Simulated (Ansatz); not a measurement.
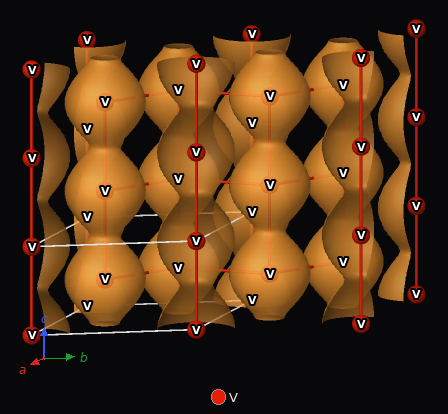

Figure. V. Isosurface of the valence charge density (pseudo) at 0.3 e/Å³ (orange), seen slightly off an axis. Sticks mark near contacts.

Space group P6/mmm; set up as V, omega (AlB2-type); a generated structure, not necessarily the stable one; changed on purpose from its base cell (volume × 1.08); computed pressure about −11 GPa in this cell; computed without spin polarisation.

Level of theory: DFT, revPBE, plane waves (420 eV) with PAW, scalar-relativistic in Ansatz.

Core electrons are frozen (PAW), and the valence fields are smoothed inside the atomic spheres.

How is the density connected at this value?

Answer. At this value the density is joined into chains; it holds about 85 % of the electrons treated as valence (semicore included). It bridges the shortest V–V (2.47 Å) contacts, where the density stays above the isovalue. It is pinched off along the shortest V–V (2.65 Å) contacts. On the grid the lowest density along these lines, outside the cores, is 0.37 e/Å³ (V–V, 2.47 Å) and 0.24 e/Å³ (V–V, 2.65 Å).

Does the calculation make it a metal, or give it a gap?

Answer. It is gapless in this calculation (a metal or semimetal).
